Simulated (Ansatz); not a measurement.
**Residual resistivity of an alloy: Ti(0001) with 2 layers of random Ti-Pd, 2x2**

Wanted: resistance against the alloy's length, first Ti(0001) with 2 layers of random Ti-Pd, 2x2.

Calculated with Ansatz 0.2.0; Ansatz plane-wave DFT, PBE, PAW files; ballistic transport by layer matching (Landauer), zero bias; PAW set soft_1.

## (1) Starting point

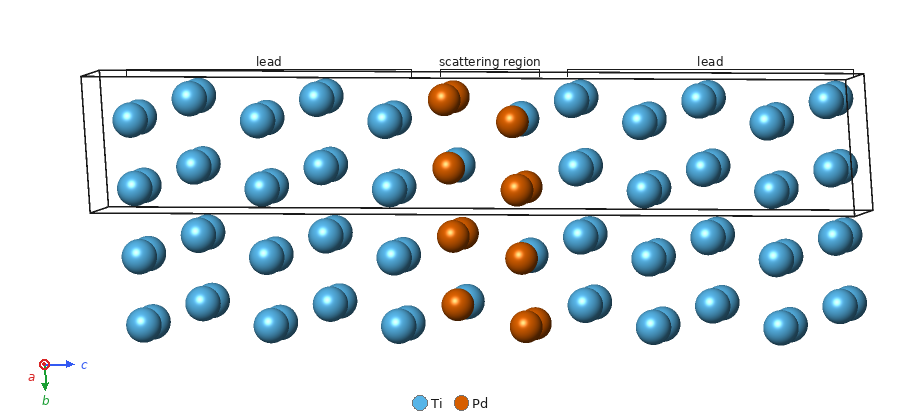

The starting structure, seen from the side, with the c axis across the page (titanium blue, palladium orange). 1×2×1 cells are drawn.

The cell holds 48 atoms: 42 Ti and 6 Pd. Cell: a = 5.900 Å, b = 5.900 Å, c = 28.116 Å, α = 90.0°, β = 90.0°, γ = 120.0°. It derives from Ti. Regions: lead, 40 atoms (40 Ti); scattering region, 8 atoms (6 Pd and 2 Ti). The structure is stacked along c, and the current runs across the ab planes.

## (2) With 2 alloy layers

In 2 layers a share of 0.75 of the sites is given to Pd at random. The layers about the cell's end stay perfect and serve as the lead. Energies from -0.05 to 0.05 eV in steps of 0.05 eV are too few for the program's thermal sum, so it prints no conductance; for a metal the transmission near the Fermi level serves, at a fraction of the cost.

File input.yaml:

```yaml
crystal:
  lattice:
    - [5.9, 0.0, 0.0]
    - [-2.95, 5.1095498823, 0.0]
    - [0.0, 0.0, 28.116]
  atoms:
    - { symbol: Ti, position: [0.1666666667, 0.3333333333, 0.0416666667] }
    - { symbol: Ti, position: [0.1666666667, 0.8333333333, 0.0416666667] }
    - { symbol: Ti, position: [0.6666666667, 0.3333333333, 0.0416666667] }
    - { symbol: Ti, position: [0.6666666667, 0.8333333333, 0.0416666667] }
    - { symbol: Ti, position: [0.3333333333, 0.1666666667, 0.125] }
    - { symbol: Ti, position: [0.3333333333, 0.6666666667, 0.125] }
    - { symbol: Ti, position: [0.8333333333, 0.1666666667, 0.125] }
    - { symbol: Ti, position: [0.8333333333, 0.6666666667, 0.125] }
    - { symbol: Ti, position: [0.1666666667, 0.3333333333, 0.2083333333] }
    - { symbol: Ti, position: [0.1666666667, 0.8333333333, 0.2083333333] }
    - { symbol: Ti, position: [0.6666666667, 0.3333333333, 0.2083333333] }
    - { symbol: Ti, position: [0.6666666667, 0.8333333333, 0.2083333333] }
    - { symbol: Ti, position: [0.3333333333, 0.1666666667, 0.2916666667] }
    - { symbol: Ti, position: [0.3333333333, 0.6666666667, 0.2916666667] }
    - { symbol: Ti, position: [0.8333333333, 0.1666666667, 0.2916666667] }
    - { symbol: Ti, position: [0.8333333333, 0.6666666667, 0.2916666667] }
    - { symbol: Ti, position: [0.1666666667, 0.3333333333, 0.375] }
    - { symbol: Ti, position: [0.1666666667, 0.8333333333, 0.375] }
    - { symbol: Ti, position: [0.6666666667, 0.3333333333, 0.375] }
    - { symbol: Ti, position: [0.6666666667, 0.8333333333, 0.375] }
    - { symbol: Pd, position: [0.3333333333, 0.1666666667, 0.4583333333] }
    - { symbol: Ti, position: [0.3333333333, 0.6666666667, 0.4583333333] }
    - { symbol: Pd, position: [0.8333333333, 0.1666666667, 0.4583333333] }
    - { symbol: Pd, position: [0.8333333333, 0.6666666667, 0.4583333333] }
    - { symbol: Ti, position: [0.1666666667, 0.3333333333, 0.5416666667] }
    - { symbol: Pd, position: [0.1666666667, 0.8333333333, 0.5416666667] }
    - { symbol: Pd, position: [0.6666666667, 0.3333333333, 0.5416666667] }
    - { symbol: Pd, position: [0.6666666667, 0.8333333333, 0.5416666667] }
    - { symbol: Ti, position: [0.3333333333, 0.1666666667, 0.625] }
    - { symbol: Ti, position: [0.3333333333, 0.6666666667, 0.625] }
    - { symbol: Ti, position: [0.8333333333, 0.1666666667, 0.625] }
    - { symbol: Ti, position: [0.8333333333, 0.6666666667, 0.625] }
    - { symbol: Ti, position: [0.1666666667, 0.3333333333, 0.7083333333] }
    - { symbol: Ti, position: [0.1666666667, 0.8333333333, 0.7083333333] }
    - { symbol: Ti, position: [0.6666666667, 0.3333333333, 0.7083333333] }
    - { symbol: Ti, position: [0.6666666667, 0.8333333333, 0.7083333333] }
    - { symbol: Ti, position: [0.3333333333, 0.1666666667, 0.7916666667] }
    - { symbol: Ti, position: [0.3333333333, 0.6666666667, 0.7916666667] }
    - { symbol: Ti, position: [0.8333333333, 0.1666666667, 0.7916666667] }
    - { symbol: Ti, position: [0.8333333333, 0.6666666667, 0.7916666667] }
    - { symbol: Ti, position: [0.1666666667, 0.3333333333, 0.875] }
    - { symbol: Ti, position: [0.1666666667, 0.8333333333, 0.875] }
    - { symbol: Ti, position: [0.6666666667, 0.3333333333, 0.875] }
    - { symbol: Ti, position: [0.6666666667, 0.8333333333, 0.875] }
    - { symbol: Ti, position: [0.3333333333, 0.1666666667, 0.9583333333] }
    - { symbol: Ti, position: [0.3333333333, 0.6666666667, 0.9583333333] }
    - { symbol: Ti, position: [0.8333333333, 0.1666666667, 0.9583333333] }
    - { symbol: Ti, position: [0.8333333333, 0.6666666667, 0.9583333333] }
kpoints:
  mp_grid: { grid: [4, 4, 1] }
hamiltonian:
  xc: pbe
  pseudopotentials: { kind: paw, azcp: { folder: soft_1 } }
scf:
  occupations: { method: fermi_dirac, width: 0.1 }
output:
  transmission: { leads: [[0, 8]], kmesh: [8, 8], e_range: [-0.05, 0.05], de: 0.05 }
  write_potential: true
  write_density: true
  volumetric_format: npy
```

The run is started by

```console
ansatz run input.yaml --threads 4 --pin off --max-ram 15360MiB --backend cpu --events-out ev --progress --plain --runs-dir out
```

Numbers of over 12 decimals in the logs are rounded to 6 here.

The log of the run:

```text
Engine: ansatz 0.2.0, aarch64-unknown-linux-gnu
Pseudopotentials: kind: paw
Pseudopotential: Ti, paw, valence charge 12, recommended cutoff 420 eV (normal), soft_1/Ti.paw.azcp
Pseudopotential: Pd, paw, valence charge 18, recommended cutoff 420 eV (normal), soft_1/Pd.paw.azcp
Functional definition: PBE
  parameter kappa = 0.804
  parameter beta = 0.066725
  exchange = pbe_x(kappa = kappa, mu = beta*pi^2/3)
  correlation = pbe_c(beta = beta)
Crystal: 48 atoms, lattice volume = 847.595 Å³
Basis set: ecut = 420 eV, 16425 PW (Γ)
Bands: 368, of which v1, the nominal top of the filled ones, is band 306 counted from 1 (305 counted from 0)
Symmetry: 4 space group operations
Space group: C2/m (ITA 12), of the structure as read, at distance tolerance 9.5e-5 Å
k-points: 7 of 16
Non-local potential: Ti, projectors of the file, l = 0: 3, l = 1: 2, l = 2: 3, l = 3: 1
Non-local potential: Pd, projectors of the file, l = 0: 2, l = 1: 2, l = 2: 2, l = 3: 1
PAW form: soft (Blöchl's): semilocal exchange-correlation on the pseudo side does not see the compensation charge
PAW one-centre angular grid: Ti, 590 points (default); XC on 64 Gauss nodes
PAW one-centre angular grid: Pd, 590 points (default); XC on 64 Gauss nodes
Initial density: superposition of atomic densities (chi_scale 0.1, normalization cell, long waves of neutral atoms (reshape's long-wave potential 16.87 eV rms, cloud 2.99 Å wide))
Initial wavefunctions: pseudopotential atomic-orbital guess
Functional: x = pbe(κ = 0.804, μ = 0.219515), c = pbe(β = 0.066725)
SCF iter   1: F=—  HF=-147273.006698 eV  |F-HF|=—  |Δ(HF+E_count)|=         —  Δρ=4.14e-1  dr2=2.47e4  ethr=3.10e-3  ⟨swp⟩=8.0  Hψ=10528  notcnv=0
preconditioner: auto → Kerker (q_TF=auto, 2.584 Å⁻¹)  [metal: Δε(μ)=0.040 eV  Ē_g=2.921 eV  σ=0.100 eV  W_gap=0.10  n_scr=268 (ndim 8)  ℏωp=19.3 eV  f_vac=0.000  D(μ)=75.54/eV (n_scr^D=946)]
SCF iter   2: F=—  HF=-146916.051267 eV  |F-HF|=—  |Δ(HF+E_count)|=    3.57e2  Δρ=2.20e-1  dr2=1.53e3  ethr=3.10e-3  ⟨swp⟩=27.0  Hψ=45578  notcnv=0  defer=30
SCF iter   3: F=—  HF=-146842.124230 eV  |F-HF|=—  |Δ(HF+E_count)|=    7.39e1  Δρ=9.23e-2  dr2=2.18e2  ethr=3.10e-3  ⟨swp⟩=12.7  Hψ=11078  notcnv=0  defer=21
SCF iter   4: F=—  HF=-146837.889832 eV  |F-HF|=—  |Δ(HF+E_count)|=    4.23e0  Δρ=1.02e-1  dr2=6.90e2  ethr=3.10e-3  ⟨swp⟩=12.9  Hψ=10492  notcnv=0  defer=41  recentre
SCF iter   5: F=—  HF=-146831.455086 eV  |F-HF|=—  |Δ(HF+E_count)|=    6.43e0  Δρ=4.65e-2  dr2=5.68e1  ethr=3.10e-3  ⟨swp⟩=9.0  Hψ=8395  notcnv=0  defer=27
SCF iter   6: F=—  HF=-146828.080694 eV  |F-HF|=—  |Δ(HF+E_count)|=    3.37e0  Δρ=6.40e-3  dr2=7.24e-1  ethr=3.10e-3  ⟨swp⟩=5.7  Hψ=7486  notcnv=0  defer=1
SCF iter   7: F=—  HF=-146827.986147 eV  |F-HF|=—  |Δ(HF+E_count)|=   9.45e-2  Δρ=2.58e-3  dr2=7.71e-1  ethr=1.18e-4  ⟨swp⟩=3.6  Hψ=4772  notcnv=0  defer=6
SCF iter   8: F=—  HF=-146827.973256 eV  |F-HF|=—  |Δ(HF+E_count)|=   1.29e-2  Δρ=2.19e-3  dr2=4.67e-1  ethr=1.18e-4  ⟨swp⟩=1.4  Hψ=2635  notcnv=0  defer=1
SCF iter   9: F=—  HF=-146827.963819 eV  |F-HF|=—  |Δ(HF+E_count)|=   9.44e-3  Δρ=1.35e-3  dr2=1.76e-1  ethr=7.63e-5  ⟨swp⟩=1.6  Hψ=2646  notcnv=0  defer=1
SCF iter  10: F=—  HF=-146827.960432 eV  |F-HF|=—  |Δ(HF+E_count)|=   3.39e-3  Δρ=8.31e-4  dr2=4.96e-2  ethr=2.88e-5  ⟨swp⟩=2.1  Hψ=2804  notcnv=0  defer=1
SCF iter  11: F=—  HF=-146827.959216 eV  |F-HF|=—  |Δ(HF+E_count)|=   1.22e-3  Δρ=8.91e-5  dr2=1.13e-3  ethr=8.10e-6  ⟨swp⟩=2.4  Hψ=3044  notcnv=0  defer=1
SCF iter  12: F=—  HF=-146827.959253 eV  |F-HF|=—  |Δ(HF+E_count)|=   3.69e-5  Δρ=2.47e-5  dr2=1.11e-5  ethr=1.85e-7  ⟨swp⟩=5.4  Hψ=4837  notcnv=0
SCF iter  13: F=—  HF=-146827.960182 eV  |F-HF|=—  |Δ(HF+E_count)|=   9.29e-4  Δρ=9.60e-6  dr2=2.54e-6  ethr=1.81e-9  ⟨swp⟩=6.4  Hψ=5950  notcnv=0
SCF iter  14: F=—  HF=-146827.960181 eV  |F-HF|=—  |Δ(HF+E_count)|=   1.66e-7  Δρ=3.40e-6  dr2=3.10e-7  ethr=4.16e-10  ⟨swp⟩=2.7  Hψ=3596  notcnv=0
SCF iter  15: F=-146827.960181 eV  HF=-146827.960181 eV  |F-HF|=3.00e-8  |Δ(HF+E_count)|=   1.85e-8  Δρ=1.10e-6  dr2=3.25e-8  ethr=1.63e-11  ⟨swp⟩=17.0  Hψ=12101  notcnv=0
SCF 1 converged in 15 iterations: F = -146827.960181 eV  dr2 = 3.25e-8
  greatest PAW one-centre occupation: 0.999 electrons in one spin orbital (limit 2), on the Pd atom at site 26 (counted from 0), in its partial waves of l = 0
transmission: 81 of 735 steps passed
transmission: 150 of 735 steps passed
[...]
transmission: 735 of 735 steps passed
SCF converged after 15 iterations
Free energy (F): -146827.960181 eV
Harris-Foulkes:  -146827.960181 eV  (|F-HF|=3.00e-8)
Internal energy: -146826.008418 eV  (E = F + TS)
E sigma→0 (E₀):  -146826.984299 eV
Entropy (-TS):   -1.951764 eV (-40.662 meV/atom)
Fermi energy:    13.413459 eV
--- Per-component energies (eV) ---
  E_band       = -8149.527310
  E_kinetic    = 14455.899033
  E_local      = -63229.246969  (includes V_loc(G=0)·N_el)
  E_nonlocal   = 4752.054833
  E_hartree    = 26430.630008
  E_xc         = -5696.245241
  E_vxc        = -7141.479858  (∫ρ·V_xc dr)
  E_paw        = -66626.451907  (= ΣΔE_a)
  E_vpaw       = -9848.019479  (= ΣTr[D̂ρ^β])
  E_aug_tail   = -0.002006  (compensation charges beyond the density's cutoff)
  E_ewald      = -56912.646170
  E_smearing   = -1.951764  (= −TS)
  E_closure    = -0.000000  (closes the sum)
  Σ components = -146827.960181   (vs F -146827.960181, Δ=0.00e0)
--- Band table (eV; the first three rows and the last of 7) ---
  k-point 0: bands = [... 302 lower, 13.7955, 13.8322, 13.8673, 13.9842, 13.9869, 13.9938, 14.0041, 14.0342, ... 58 higher]
  k-point 1: bands = [... 302 lower, 13.5407, 13.5632, 13.6514, 13.6830, 13.6905, 13.7115, 13.7141, 13.7319, ... 58 higher]
  k-point 2: bands = [... 302 lower, 13.2173, 13.2286, 13.2385, 13.2571, 13.2750, 13.3723, 13.3726, 13.3980, ... 58 higher]
  k-point 6: bands = [... 302 lower, 13.1507, 13.2037, 13.2086, 13.2452, 13.2657, 13.3132, 13.3513, 13.4091, ... 58 higher]
--- Transmission ---
  basis      : 253 plane waves across, 35 finite elements along
  points     : 21, standing for a mesh of 8 x 8
  energies   : 3 from -0.050000 to 0.050000 eV about the Fermi level, 0.050000 eV apart; the leads are filled to 0.000000 eV, and channels, transmission and decay are at 0.000000 eV
  crystal 0  : Ti8, at the sites [0, 8], period 4.6860 Å, over 23.43 Å; its Hamiltonian steps by up to 43.0 meV: too much for a lead, lay more layers or, if its atoms are ordered, name the step of that order
    offset         : up to 0.0000 Å between an atom of the period and one for which it stands
    channels       : 2.656250e0 a spin
    conductance    : none, the energies end too early or step too widely for 300 K: set another output.transmission.e_range or a lower de, or, where they end at an eighth of basis.ecutwfc, a higher one
  junction   : crystal 0 to crystal 0, 0.70 to 24.13 Å
    transmission   : 1.004730e0 a spin
    conductance    : none, the energies end too early or step too widely for 300 K: set another output.transmission.e_range or a lower de, or, where they end at an eighth of basis.ecutwfc, a higher one
```

The job ended after 6.8 min (4 threads of Arm Neoverse V1, shared host; peak memory 6.2 GiB).

The column dr2 measures how far the density is from self-consistency, as an energy; F and HF (Harris–Foulkes) agree once it is small.

Numbers from this step:

| Item | Value |
| --- | --- |
| free energy | -146827.9602 eV |
| energy at zero smearing | -146826.9843 eV |
| Fermi energy | 13.41 eV |
| cell area | 30.15 Å² |
| transmission per spin nearest the Fermi level | 1.005 |
| open channels per spin nearest the Fermi level | 2.656 |
| step of the lead's potential | 43 meV |

Per spin. Table of transmission, zone mean by energy, zero at the Fermi level:

```tsv
energy (eV)	transmission, zone mean
-0.0500	0.856
0.0000	1.00
0.0500	0.827
```

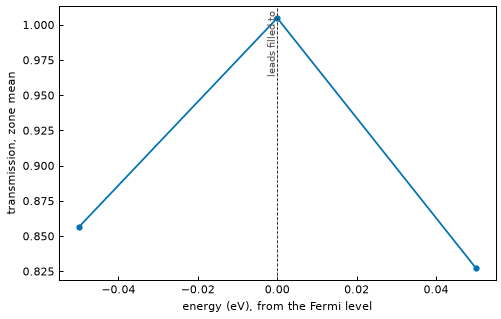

Transmission, zone mean against energy.

Per spin. The open channels, zone mean, lead by energy, zero at the Fermi level:

```tsv
energy (eV)	open channels, zone mean, lead
-0.0500	2.25
0.0000	2.66
0.0500	3.22
```

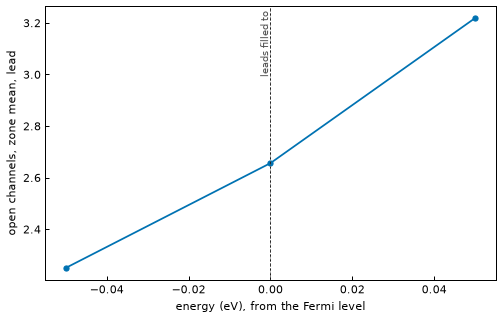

Open channels, zone mean, lead, plotted against energy.

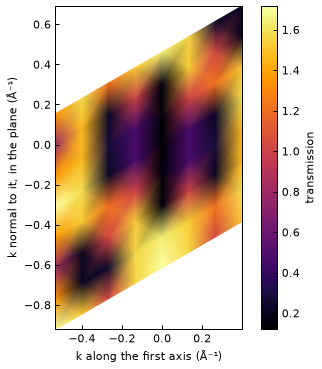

Transmission over k1 and k2. At 0.0000 eV from the Fermi level.

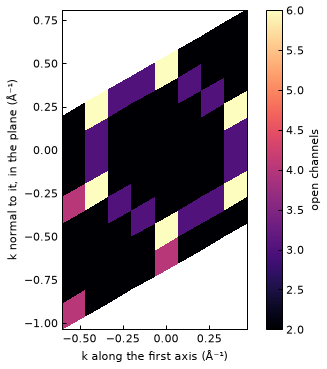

Open channels over k1 and k2. At 0.0000 eV from the Fermi level.

Over the solved energies the transmission per spin lies between 0.827 and 1.00, out of 2.71 channels of the lead on average (up to 3.22). The log calls the step of a lead's potential too much.

(Continued in part 2 of 2.)

[Logs are printed without paths, hosts, clocks, repeated set-up lines and the standing remarks that a program may print on its own settings, such as how far it seeks lower states.]

[Hosts, paths, dates, database ids (printed as entryN), source tags and the programs' standing remarks are cut or masked in the printed files.]
